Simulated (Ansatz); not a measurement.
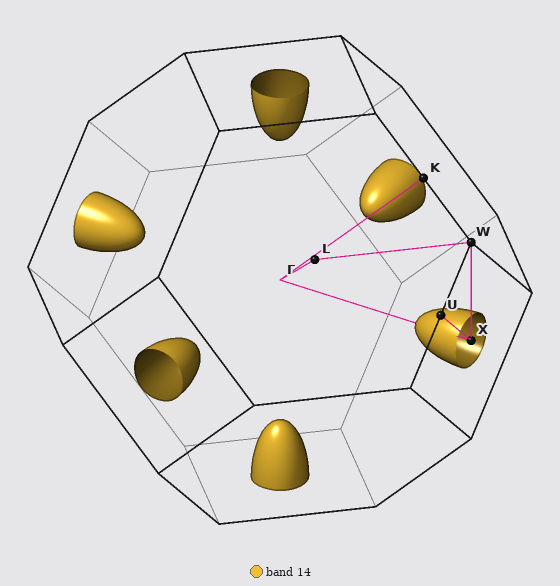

Constant-energy surfaces of BaTe (Fm-3m), 0.20 eV above the conduction-band minimum (one colour a band).

Theory: Ansatz, DFT PBE, scalar-relativistic, plane waves, PAW; levels and slopes on a dense k mesh at the converged density. No spin polarisation. The levels come from a k mesh of 30×30×30 points. The geometry was not relaxed (residual pressure 4 GPa).

Masses come from a second pass at points close to the extrema; at the energies drawn a band may no longer be parabolic.

**Describe the band extrema that these surfaces surround.**

Band 14 forms the conduction edge. Within this energy: three equivalent minima at X, principal masses 0.25, 0.25 and 1.30 mₑ.

Where one band's surface lies inside another's, the outer one hides all or part of it.

Spin-orbit coupling, left out here, can change the gap, its kind, the place of the band edges and the masses, since the compound holds Ba and Te.
